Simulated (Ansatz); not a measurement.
**InGa$_{15}$As$_{16}$ (cell with a defect): density, localisation and related maps**

Input file:

```
crystal:
  lattice:
    - [-5.7459815093, -5.7459815093, 5.7459815093]
    - [5.7459815093, 5.7459815093, 5.7459815093]
    - [-5.7459815093, 5.7459815093, -5.7459815093]
  atoms:
    - { symbol: In, position: [0.25, 0.5, 0.25] }
    - { symbol: Ga, position: [0.5, 0.5, 0.0] }
    - { symbol: Ga, position: [0.25, 0.75, 0.0] }
    - { symbol: Ga, position: [0.75, 0.5, 0.75] }
    - { symbol: Ga, position: [0.5, 0.75, 0.75] }
    - { symbol: Ga, position: [0.25, 0.0, 0.75] }
    - { symbol: Ga, position: [0.0, 0.5, 0.5] }
    - { symbol: Ga, position: [0.75, 0.75, 0.5] }
    - { symbol: Ga, position: [0.5, 0.0, 0.5] }
    - { symbol: Ga, position: [0.25, 0.25, 0.5] }
    - { symbol: Ga, position: [0.0, 0.75, 0.25] }
    - { symbol: Ga, position: [0.75, 0.0, 0.25] }
    - { symbol: Ga, position: [0.5, 0.25, 0.25] }
    - { symbol: Ga, position: [0.0, 0.0, 0.0] }
    - { symbol: Ga, position: [0.75, 0.25, 0.0] }
    - { symbol: Ga, position: [0.0, 0.25, 0.75] }
    - { symbol: As, position: [0.0, 0.25, 0.0] }
    - { symbol: As, position: [0.25, 0.25, 0.75] }
    - { symbol: As, position: [0.0, 0.5, 0.75] }
    - { symbol: As, position: [0.5, 0.25, 0.5] }
    - { symbol: As, position: [0.25, 0.5, 0.5] }
    - { symbol: As, position: [0.0, 0.75, 0.5] }
    - { symbol: As, position: [0.75, 0.25, 0.25] }
    - { symbol: As, position: [0.5, 0.5, 0.25] }
    - { symbol: As, position: [0.25, 0.75, 0.25] }
    - { symbol: As, position: [0.0, 0.0, 0.25] }
    - { symbol: As, position: [0.75, 0.5, 0.0] }
    - { symbol: As, position: [0.5, 0.75, 0.0] }
    - { symbol: As, position: [0.25, 0.0, 0.0] }
    - { symbol: As, position: [0.75, 0.75, 0.75] }
    - { symbol: As, position: [0.5, 0.0, 0.75] }
    - { symbol: As, position: [0.75, 0.0, 0.5] }
basis:
  ecutwfc: 420
  xc_grid: 2
kpoints:
  mp_grid: { grid: [3, 3, 3], shift: [0.0, 0.0, 0.0] }
hamiltonian:
  xc: pbe
scf:
  occupations: { method: gaussian, width: 0.05 }
output:
  forces: true
  stress: false
  eigenvalues: true
  write_density: true
  write_potential: true
  elf: true
  volumetric_format: npy
relax:
  adjacent_minimum: "off"
  f_tol: 0.03
  max_steps: 40
```

Run with:

```sh
ansatz run input.yaml --threads 8 --pin off --max-ram 16384MiB --backend cpu --events-out ev --progress --plain --runs-dir out
```

The fields are those of the run's last geometry, not of the input's.

These are results of Ansatz 0.2.0, DFT PBE, scalar-relativistic, plane waves, PAW, not measurements.

The density is the valence pseudo-density of a PAW calculation; it isn't the true density close to the nuclei.

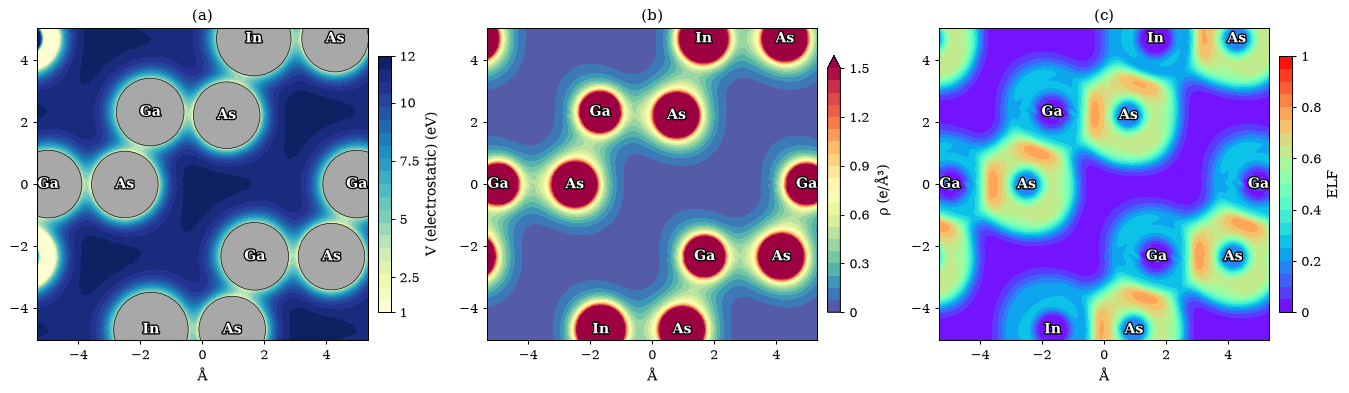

Figure 1. (a) electrostatic potential energy of an electron; (b) valence electron density; (c) electron localisation function on the (011̄) plane of the calculation cell. Grey discs cover the atomic cores in the potential map.

Q: Read the bonding off the picture.

A:
- The section cuts through In, Ga and As sites.
- Ga–As (2.48 Å): the density is about 0.49 e/Å³ at the midpoint, with its minimum of 0.43 e/Å³ about 1.1 Å from Ga; the ELF peaks at about 0.80 between the atoms, as expected for localised, covalent bonding.
- In–As (2.62 Å): ρ at the midpoint is about 0.42 e/Å³; the ELF peaks at about 0.75 between the atoms (a covalent bond).
- The density dies away to nearly zero in the voids.
- The features right at Ga lie inside the PAW spheres, where the map follows smoothed inner orbitals and isn't to be read closely.
- Outside the cores the potential energy rises away from the atoms and is highest about 2.4 Å from the nearest atoms; its zero is arbitrary.

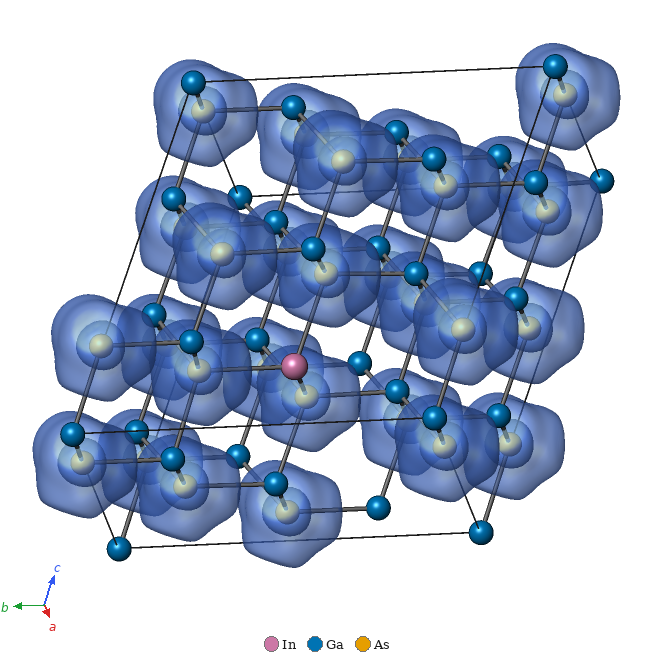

Figure 2. Isosurface of the ELF at 0.55 (blue), seen at an oblique angle. Only the valence region is drawn (cores and ρ < 0.01 e/Å³ removed). Sticks mark near contacts.

Q: What do the ELF domains correspond to?

A: The ELF exceeds this value in 16 regions on As in which the atom's valence shell and bonds are merged, counted in one cell of 32 atoms. Regions shared between cells count once.


Ga–As (2.47 Å): the ELF peaks at about 0.80 between the atoms; localised, covalent bonding.
